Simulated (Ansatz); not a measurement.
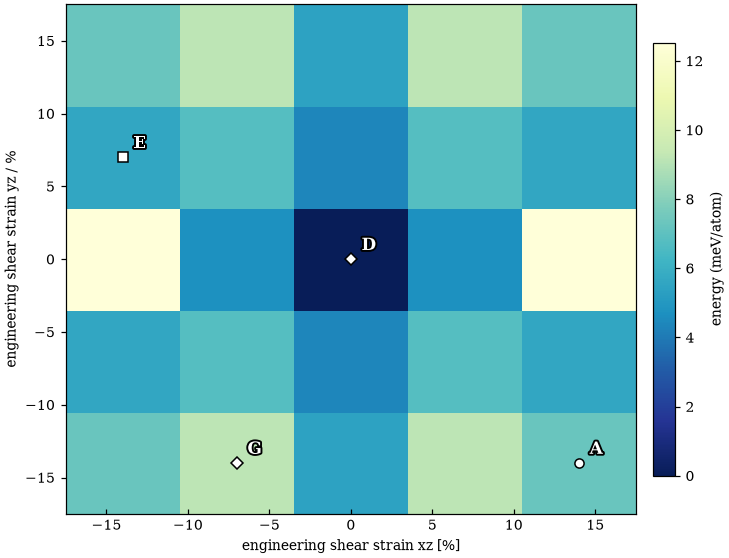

WS₂ (P6_3/mmc, No. 194; 6 atoms in the cell). The energy is mapped over two homogeneous strains (x along [1 0 0], y along [1 2 0], z along [0 0 1] of the conventional cell). Coordinates scanned: (1) engineering shear strain xz; (2) engineering shear strain yz. Relaxed at each point: the atoms inside the fixed cell. The scan uses a 5 × 5 grid; 9 points were computed and 16 follow by symmetry. Points are written as (first, second). Energies: meV/atom, counted from the lowest grid point. Computed with DFT LDA, scalar-relativistic, plane waves, PAW in Ansatz. Settings: cutoff 420 eV, k-mesh 12×12×4 in the order of the run's cell vectors, gaussian smearing 0.05 eV, no spin polarisation.

In the figure: one coloured cell a grid point, lettered points.

### Is A the lowest point of the computed grid?

No. A lies 7.3 meV/atom above the lowest grid point, which is at (0 %, 0 %).

### Which space group has the cell at each letter?

A: P-1; D: P6_3/mmc; E: P-1; G: P-1.

### Rank the lettered points by energy, lowest first.

D (0.0 meV/atom), E (5.6 meV/atom), A (7.3 meV/atom), G (9.2 meV/atom).

PAW datasets: the set soft_1.
